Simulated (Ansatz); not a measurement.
## Geometry relaxation of Si54C (part 5 of 5)

The same run, continued: Si54C (defect cell, 55 atoms in the cell); DFT PBE, scalar-relativistic, plane waves, PAW, no spin polarisation (Ansatz 0.2.0); cutoff 420 eV, 2×2×2 k-mesh, Gaussian smearing of 0.01 eV. The structure derives from an entry of the Crystallography Open Database.

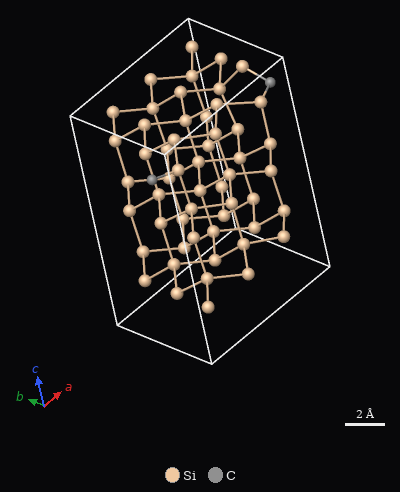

The geometry at step 16 of the log (ball-and-stick view of the cell of the calculation, seen slightly off an axis).

### Trajectory as extended XYZ, continued
```
55
Lattice="-8.2045 8.2045 0.0000 0.0000 8.2045 -8.2045 -8.2045 0.0000 -8.2045" Properties=species:S:1:pos:R:3:forces:R:3 step=13 energy=-34580.39800
Si   -9.6234    9.5277  -14.9266   -0.0532  -0.0569   0.0690
Si   -9.6174    6.7904  -12.2078    0.0241   0.0183   0.0001
Si   -6.8540    9.5600  -12.2587    0.0209   0.0207  -0.0305
Si   -9.4464    3.9242   -9.4813   -0.0699   0.0079   0.0149
Si   -6.8541    6.8009   -9.5633    0.0059   0.0195   0.0152
Si   -4.1074    9.5534   -9.5618   -0.0047   0.0069   0.0048
Si   -6.8025    4.0945   -6.7760    0.0034  -0.0259   0.0987
Si   -4.0842    6.8116   -6.8524    0.0033   0.0049   0.0045
Si   -4.0852    4.1265   -4.0107   -0.0296  -0.0220   0.0068
Si  -12.3228   12.2926  -15.0393    0.0187   0.0032  -0.0572
Si  -12.3036    9.5167  -12.3606    0.0103   0.0097   0.0452
Si   -9.6023   12.2918  -12.2777    0.0127  -0.0133  -0.0176
Si  -12.4620    6.9502   -9.4705    0.0040  -0.0799  -0.0077
Si   -9.6058    9.5573   -9.5611    0.0168   0.0128   0.0024
Si   -6.8554   12.3102   -9.5604   -0.0019  -0.0104   0.0041
Si   -9.6094    6.7953   -6.8620   -0.0239  -0.0140   0.0111
Si   -6.8596    9.5523   -6.8695   -0.0024   0.0011  -0.0289
Si   -6.8387    6.7550   -4.2082    0.0144  -0.0050   0.0451
Si  -15.0855   15.0001  -14.9303   -0.0245  -0.0575   0.0882
Si  -15.0944   12.3097  -12.3636    0.0125  -0.0069   0.0438
Si  -12.3295   15.0134  -12.2822   -0.0007   0.0102  -0.0194
Si  -15.1037    9.5602  -10.2255    0.0389   0.0707  -1.1834
Si  -12.3146   12.3016   -9.5647    0.0199   0.0079   0.0284
Si   -9.5360   15.0866   -9.5712   -0.0683  -0.0722  -0.0243
Si  -12.3146    9.6144   -6.7792   -0.0050   0.0221   0.1173
Si   -9.5942   12.3348   -6.8551    0.0002   0.0023  -0.0062
Si   -9.6791    9.5714   -4.2287    0.0266   0.0680   0.0687
Si   -2.7225    8.2127   -8.1940    0.0255   0.0000   0.0120
Si   -2.7459    5.4613   -5.4360    0.0014  -0.0064  -0.0041
Si   -8.2489    8.1623  -13.5648   -0.0821  -0.0711   0.0326
Si   -2.7071    2.7026   -2.7019    0.0524   0.0195  -0.0024
Si   -8.2188    5.3935  -10.8889   -0.0135  -0.0374   0.0134
Si   -5.4835    8.1808  -10.9143   -0.0001  -0.0004   0.0125
Si   -8.0457    2.5035   -7.9490   -0.7117   0.8336   0.0693
Si   -5.4814    5.4492   -8.1928   -0.0091  -0.0332  -0.0179
Si   -5.4522    2.7554   -5.3652    0.0409   0.0380  -0.0071
Si   -5.4814   10.9314   -8.2107    0.0019  -0.0067   0.0082
Si   -5.4859    8.1769   -5.5222   -0.0043  -0.0031  -0.0164
Si  -10.9730   10.9395  -13.6538    0.0522   0.0223   0.0015
Si   -5.5017    5.5081   -2.6952    0.0422   0.0408  -0.0023
Si  -11.0102    8.1885  -10.8868   -0.0345  -0.0046   0.0181
Si   -8.2287   10.9334  -10.9116   -0.0070  -0.0155   0.0131
Si  -10.9646    5.4289   -8.2341    0.0181   0.0067  -0.0073
Si   -8.2354    8.1726   -8.2126   -0.0022  -0.0014   0.0003
Si   -8.2558    5.4106   -5.4986    0.0019   0.0050  -0.0442
Si   -8.1940   13.7011   -8.1983   -0.0379  -0.0006   0.0129
Si   -8.2368   10.9261   -5.5239   -0.0133  -0.0105  -0.0093
Si  -13.6793   13.6433  -13.6602    0.0172   0.0502   0.0135
Si   -8.3412    8.0948   -3.0190    0.0280  -0.0076   0.0107
Si  -13.5846   11.0279  -11.1093   -0.0355  -0.0130  -0.0586
Si  -10.9305   13.6887  -10.9038   -0.0202  -0.0074   0.0033
Si  -13.8749    8.3498   -7.9513    0.8172  -0.7231   0.0699
Si  -10.9570   10.9337   -8.1935   -0.0305   0.0018  -0.0207
Si  -11.0100    8.1487   -5.5139    0.0095  -0.0256  -0.0293
C     1.1845    1.1592   -0.3162   -0.0545   0.0271   0.6358
55
Lattice="-8.2045 8.2045 0.0000 0.0000 8.2045 -8.2045 -8.2045 0.0000 -8.2045" Properties=species:S:1:pos:R:3:forces:R:3 step=16 energy=-34580.52700
Si   -9.6161    9.5190  -14.9510   -0.0025  -0.0027  -0.0026
Si   -9.6227    6.7890  -12.2208   -0.0023  -0.0016   0.0000
Si   -6.8597    9.5509  -12.2634    0.0028   0.0011  -0.0014
Si   -9.4805    3.9668   -9.4923    0.0121  -0.0159  -0.0064
Si   -6.8582    6.8007   -9.5580    0.0025  -0.0006   0.0000
Si   -4.1095    9.5494   -9.5578    0.0023  -0.0002   0.0001
Si   -6.8269    4.1028   -6.7491    0.0047  -0.0030  -0.0011
Si   -4.1015    6.7943   -6.8517    0.0019   0.0008  -0.0115
Si   -4.0987    4.1086   -4.0170    0.0041   0.0042  -0.0018
Si  -12.3179   12.2969  -15.0473   -0.0057  -0.0023  -0.0004
Si  -12.2842    9.5237  -12.3837    0.0018   0.0003  -0.0060
Si   -9.5978   12.2886  -12.2785    0.0011  -0.0001   0.0034
Si  -12.4449    6.9313   -9.4916   -0.0032  -0.0014  -0.0047
Si   -9.6109    9.5526   -9.5584    0.0007   0.0045   0.0020
Si   -6.8615   12.3021   -9.5582   -0.0019   0.0009   0.0023
Si   -9.6057    6.8043   -6.8434   -0.0021   0.0024  -0.0002
Si   -6.8600    9.5510   -6.8693   -0.0004   0.0012   0.0015
Si   -6.8328    6.7684   -4.1812   -0.0007   0.0032  -0.0040
Si  -15.0963   14.9985  -14.9499    0.0026  -0.0002  -0.0026
Si  -15.0933   12.3321  -12.3838    0.0009   0.0017  -0.0011
Si  -12.3263   15.0171  -12.2778    0.0005   0.0010  -0.0009
Si  -15.0645    9.5518  -10.2595    0.0002  -0.0036  -0.0196
Si  -12.3456   12.2702   -9.5631   -0.0046  -0.0048   0.0055
Si   -9.5746   15.0413   -9.5636   -0.0036  -0.0039  -0.0013
Si  -12.3067    9.5844   -6.7480   -0.0057  -0.0011  -0.0008
Si   -9.6165   12.3099   -6.8527   -0.0015   0.0028  -0.0049
Si   -9.6435    9.5800   -4.1816    0.0027  -0.0024   0.0010
Si   -2.7350    8.1956   -8.1907   -0.0059  -0.0053   0.0066
Si   -2.7579    5.4486   -5.4361    0.0042   0.0004  -0.0029
Si   -8.2558    8.1550  -13.5768    0.0001   0.0015   0.0010
Si   -2.7125    2.7070   -2.6943   -0.0029  -0.0035   0.0002
Si   -8.2202    5.4028  -10.8981    0.0012   0.0065  -0.0022
Si   -5.4872    8.1787  -10.9111   -0.0035   0.0013  -0.0014
Si   -8.0963    2.5819   -7.9751   -0.0001   0.0010   0.0137
Si   -5.5026    5.4284   -8.1905    0.0034   0.0031   0.0026
Si   -5.4640    2.7424   -5.3737   -0.0040  -0.0030   0.0015
Si   -5.4813   10.9301   -8.2086    0.0001  -0.0008  -0.0005
Si   -5.4860    8.1766   -5.5208    0.0008   0.0005   0.0032
Si  -10.9490   10.9426  -13.6763    0.0001  -0.0028   0.0064
Si   -5.5002    5.4952   -2.6945   -0.0028  -0.0010   0.0022
Si  -11.0093    8.1914  -10.8984    0.0054   0.0005  -0.0005
Si   -8.2318   10.9232  -10.9109   -0.0017   0.0001  -0.0031
Si  -10.9617    5.4477   -8.2242   -0.0071   0.0124   0.0142
Si   -8.2389    8.1725   -8.2088    0.0007  -0.0007  -0.0020
Si   -8.2517    5.4335   -5.4737   -0.0006   0.0032   0.0067
Si   -8.2151   13.6767   -8.1908   -0.0050  -0.0074   0.0036
Si   -8.2345   10.9254   -5.5209   -0.0011   0.0021  -0.0040
Si  -13.6726   13.6652  -13.6753    0.0020   0.0075  -0.0018
Si   -8.3389    8.0740   -2.9646    0.0006  -0.0054   0.0008
Si  -13.5851   11.0320  -11.1649    0.0038  -0.0020   0.0007
Si  -10.9603   13.6544  -10.9054    0.0051   0.0051  -0.0025
Si  -13.8275    8.3138   -7.9728   -0.0059   0.0054   0.0071
Si  -10.9828   10.9085   -8.1906    0.0045   0.0029  -0.0002
Si  -10.9762    8.1588   -5.4727   -0.0036  -0.0045  -0.0014
C     1.3391    1.3396   -0.2975    0.0058   0.0030   0.0076
55
Lattice="-8.2045 8.2045 0.0000 0.0000 8.2045 -8.2045 -8.2045 0.0000 -8.2045" Properties=species:S:1:pos:R:3:forces:R:3 step=18 energy=-34580.52717
Si   -9.6165    9.5179  -14.9516    0.0003   0.0012   0.0013
Si   -9.6227    6.7887  -12.2206    0.0016   0.0009   0.0005
Si   -6.8600    9.5511  -12.2636    0.0003   0.0005   0.0009
Si   -9.4790    3.9655   -9.4915    0.0003   0.0002  -0.0004
Si   -6.8579    6.8004   -9.5579   -0.0013   0.0004  -0.0003
Si   -4.1091    9.5492   -9.5580   -0.0009   0.0005  -0.0001
Si   -6.8266    4.1033   -6.7470   -0.0012  -0.0013   0.0001
Si   -4.1021    6.7934   -6.8527    0.0002   0.0011  -0.0017
Si   -4.0972    4.1095   -4.0163   -0.0008  -0.0015   0.0005
Si  -12.3185   12.2968  -15.0473    0.0000   0.0016  -0.0001
Si  -12.2823    9.5231  -12.3852    0.0003   0.0013   0.0007
Si   -9.5979   12.2891  -12.2778    0.0001  -0.0004  -0.0002
Si  -12.4455    6.9319   -9.4918    0.0004   0.0002   0.0006
Si   -9.6104    9.5532   -9.5578   -0.0002  -0.0009  -0.0004
Si   -6.8619   12.3016   -9.5578    0.0000  -0.0003  -0.0001
Si   -9.6057    6.8052   -6.8427   -0.0023  -0.0006  -0.0010
Si   -6.8600    9.5511   -6.8690    0.0002   0.0006  -0.0009
Si   -6.8320    6.7688   -4.1810   -0.0007   0.0001   0.0011
Si  -15.0975   14.9989  -14.9517   -0.0005  -0.0003   0.0013
Si  -15.0926   12.3335  -12.3854   -0.0011   0.0009  -0.0003
Si  -12.3266   15.0179  -12.2776    0.0001  -0.0004  -0.0019
Si  -15.0634    9.5510  -10.2620   -0.0036  -0.0015   0.0037
Si  -12.3475   12.2682   -9.5631    0.0000  -0.0006  -0.0001
Si   -9.5763   15.0393   -9.5631   -0.0004  -0.0014  -0.0017
Si  -12.3082    9.5841   -6.7473    0.0005  -0.0008   0.0006
Si   -9.6180   12.3089   -6.8530    0.0014   0.0003  -0.0003
Si   -9.6422    9.5790   -4.1811   -0.0005   0.0017   0.0002
Si   -2.7361    8.1945   -8.1904   -0.0004  -0.0003   0.0000
Si   -2.7576    5.4491   -5.4368    0.0000  -0.0008   0.0003
Si   -8.2560    8.1549  -13.5767   -0.0004  -0.0007  -0.0012
Si   -2.7115    2.7063   -2.6941    0.0009  -0.0002   0.0015
Si   -8.2198    5.4028  -10.8982    0.0009  -0.0007  -0.0002
Si   -5.4879    8.1792  -10.9109    0.0007  -0.0004   0.0000
Si   -8.0956    2.5824   -7.9727    0.0015  -0.0018  -0.0028
Si   -5.5032    5.4275   -8.1904    0.0007  -0.0002   0.0000
Si   -5.4636    2.7429   -5.3721   -0.0004  -0.0001  -0.0021
Si   -5.4813   10.9296   -8.2087    0.0002   0.0004   0.0005
Si   -5.4853    8.1765   -5.5210   -0.0004   0.0004   0.0008
Si  -10.9479   10.9428  -13.6767   -0.0013  -0.0001   0.0009
Si   -5.5005    5.4948   -2.6939    0.0013   0.0016   0.0002
Si  -11.0083    8.1916  -10.8980   -0.0014  -0.0009  -0.0018
Si   -8.2320   10.9232  -10.9112   -0.0003   0.0005   0.0007
Si  -10.9621    5.4487   -8.2230   -0.0007   0.0002   0.0005
Si   -8.2385    8.1724   -8.2087    0.0004   0.0005   0.0008
Si   -8.2518    5.4346   -5.4723    0.0002   0.0005   0.0004
Si   -8.2165   13.6748   -8.1904   -0.0010  -0.0003  -0.0001
Si   -8.2347   10.9259   -5.5212    0.0007  -0.0006   0.0001
Si  -13.6725   13.6676  -13.6768    0.0008  -0.0019   0.0014
Si   -8.3393    8.0719   -2.9633    0.0016  -0.0008   0.0004
Si  -13.5847   11.0313  -11.1678    0.0021  -0.0009   0.0001
Si  -10.9620   13.6537  -10.9054    0.0013   0.0007   0.0004
Si  -13.8289    8.3151   -7.9734    0.0010  -0.0001   0.0010
Si  -10.9839   10.9076   -8.1905    0.0003   0.0018   0.0003
Si  -10.9765    8.1593   -5.4724    0.0007  -0.0007   0.0004
C     1.3437    1.3456   -0.2993   -0.0009   0.0037  -0.0048
```

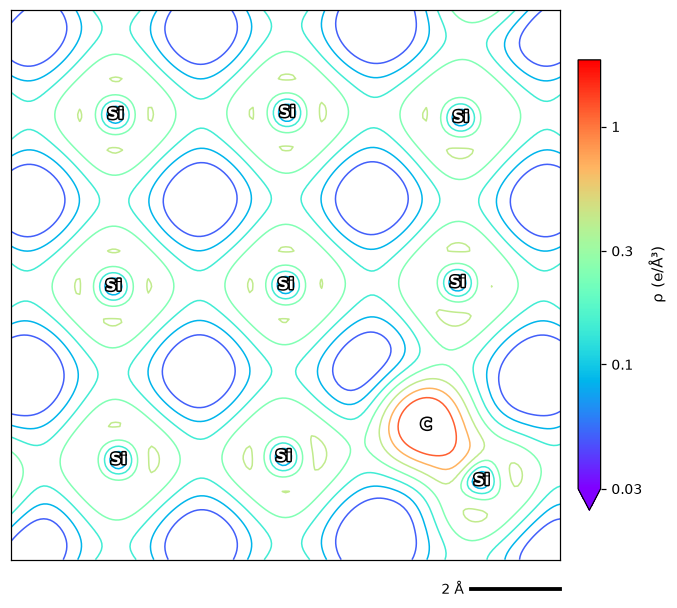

Valence charge density (pseudo) on the (101) plane of the calculation cell. The plane passes through Si and C nuclei. Si–C (1.76 Å): the density is about 1 e/Å³ at the midpoint. Away from the nuclei the density in this plane falls to 0.02 e/Å³ at its lowest. Core electrons are frozen (PAW), so the fields are smoothed inside the atomic spheres.

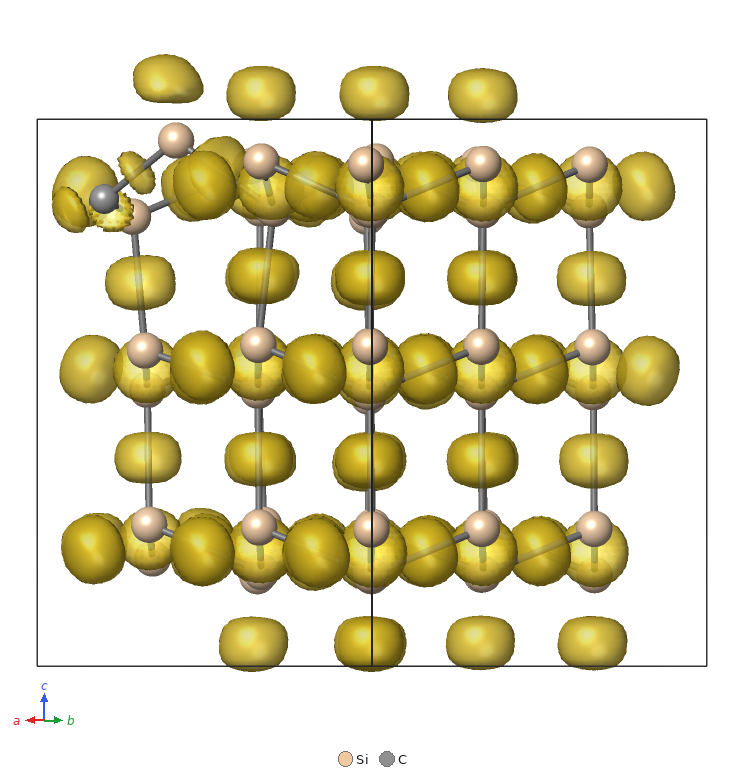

Isosurface of the electron localisation function at 0.85 (yellow), seen along [110]. Only the valence region is drawn (cores and ρ < 0.01 e/Å³ removed). Sticks mark near contacts. The outline is the calculation cell. The ELF exceeds this value in three regions between bonded C–Si atoms (shared pairs) and 106 regions between bonded Si–Si atoms (shared pairs), counted in one cell of 55 atoms. Along the contacts the grid gives the following. Si–C (1.76 Å): the ELF peaks at about 0.90 between the atoms (a shared electron pair).
